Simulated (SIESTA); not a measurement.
**Energy of Cs along an even scaling of the cell**

System: Cs (Im-3m, 1 atom in the cell).
Method: Kohn-Sham DFT of a periodic cell, PBE, PseudoDojo 0.4 standard, converted to PSML, no spin polarisation (SIESTA 5.4.2).

The 7 runs differ only in the geometry, by an even scaling of the cell at fixed fractional positions. The structure derives from a Materials Project entry.

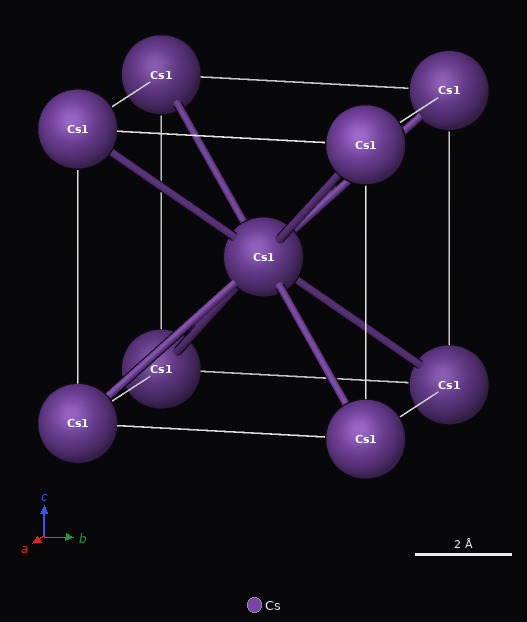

Figure 1. The structure of run 4 (ball-and-stick view of the cell 2 times as large as that of the calculation, set on its symmetry axes, seen slightly off an axis; atoms are numbered from 1 in the order of the input).

## Input of run 4
```
SystemName                      Cs
SystemLabel                     Cs
NumberOfSpecies                 1
NumberOfAtoms                   1
%block ChemicalSpeciesLabel
  1  55 Cs
%endblock ChemicalSpeciesLabel

LatticeConstant                 1.0 Ang
%block LatticeVectors
    -3.1284650614     3.1284650614     3.1284650614
     3.1284650614    -3.1284650614     3.1284650614
     3.1284650614     3.1284650614    -3.1284650614
%endblock LatticeVectors
AtomicCoordinatesFormat         Fractional
%block AtomicCoordinatesAndAtomicSpecies
     0.0000000000     0.0000000000     0.0000000000  1  Cs
%endblock AtomicCoordinatesAndAtomicSpecies

%block kgrid.MonkhorstPack
    6   0   0  0.0
    0   6   0  0.0
    0   0   6  0.0
%endblock kgrid.MonkhorstPack
XC.Functional                   GGA
XC.Authors                      PBE
PAO.BasisSize                   DZP
PAO.EnergyShift                 0.002 Ry
Mesh.Cutoff                     500 Ry
OccupationFunction              FD
ElectronicTemperature           0.05 eV
MaxSCFIterations                120
SCF.MustConverge                false
SCF.Mixer.Method                Pulay
SCF.Mixer.Weight                0.25
SCF.Mixer.History               8
SCF.DM.Tolerance                5.0e-05
SCF.H.Tolerance                 1.0e-03 eV
WriteForces                     true
Charge.Mulliken                 end
%block PAO.Basis
  Cs 4
  n=5 0 1
    4.859
  n=6 0 2
    9.500 0.000
  n=5 1 1
    5.960
  n=6 1 1
    9.500
%endblock PAO.Basis
```

Command:
```bash
siesta Cs.fdf > Cs.out 2>&1
```

Run 6 differs from it as follows:
```diff
-    -3.1284650614     3.1284650614     3.1284650614
-     3.1284650614    -3.1284650614     3.1284650614
-     3.1284650614     3.1284650614    -3.1284650614
+    -3.1696337965     3.1696337965     3.1696337965
+     3.1696337965    -3.1696337965     3.1696337965
+     3.1696337965     3.1696337965    -3.1696337965
```

## Results, with one run withheld

```csv
run,volume per atom (Å³),"free energy per atom, from the lowest run given (meV)",pressure (GPa)
1,115.128,0.00,0.01
2,117.578,0.15,−0.03
3,120.027,0.98,−0.07
4,122.477,2.43,−0.11
5,124.926,4.47,−0.15
6,127.376,?,?
7,129.825,10.12,−0.22
```

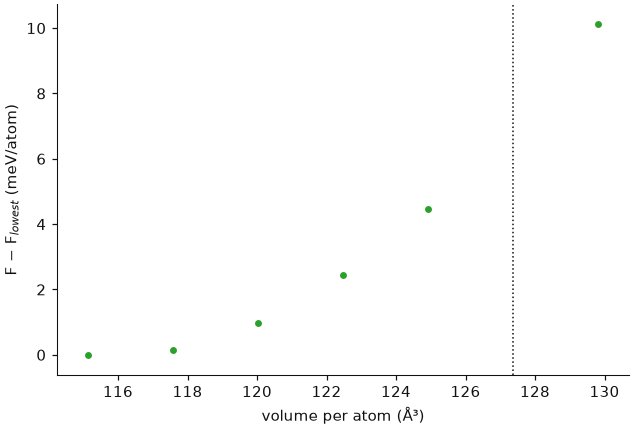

Figure 2. Free energy per atom of the runs given; the dotted line marks run 6.

Fit the runs given and predict run 6.

A cubic polynomial in V^(−2/3) (the Birch–Murnaghan form), fitted to the 6 runs given, misses them by under 0.01 meV per atom. With x = V^(−2/3) − 0.04076 Å⁻², it reads F = 1.7928 − 2779.4 x + 1.0836e+06 x² − 1.7838e+07 x³ (meV per atom). At run 6 it gives 7.05 meV per atom, and the run itself gives 7.05. The slope of the fit gives a pressure −dF/dV of −0.19 GPa there, and the run prints −0.18 GPa. The fit has its minimum at 115.823 Å³ per atom, where V d²F/dV² gives 2.21 GPa: the bulk modulus at this level, since symmetry fixes the shape and the positions.

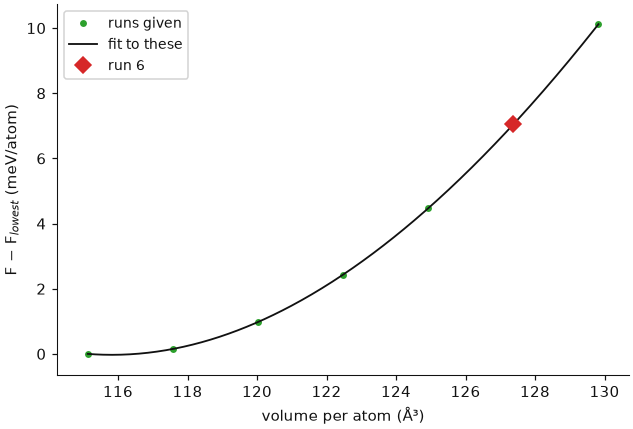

Figure 3. The fit and the withheld run.

## Some lines of the output (run 6)
```
[...]
outcell: Cell volume (Ang**3)        :    127.3759
stepf: Fermi-Dirac step function
siesta: Etot    =      -635.792544
siesta: FreeEng =      -635.807938
        iscf     Eharris(eV)        E_KS(eV)     FreeEng(eV)     dDmax    Ef(eV) dHmax(eV)
siesta: E_KS(eV) =             -635.8156
siesta: E_KS - E_eggbox =      -635.8156
siesta: Etot    =      -635.815599
siesta: FreeEng =      -635.830990
siesta:         Fermi =      -1.928041
siesta: Cell volume =        127.375898 Ang**3
    Orbital volume contribution        =           1.929215 eV
```

Notes: With a small basis of atomic orbitals these values can differ much from converged plane-wave results.
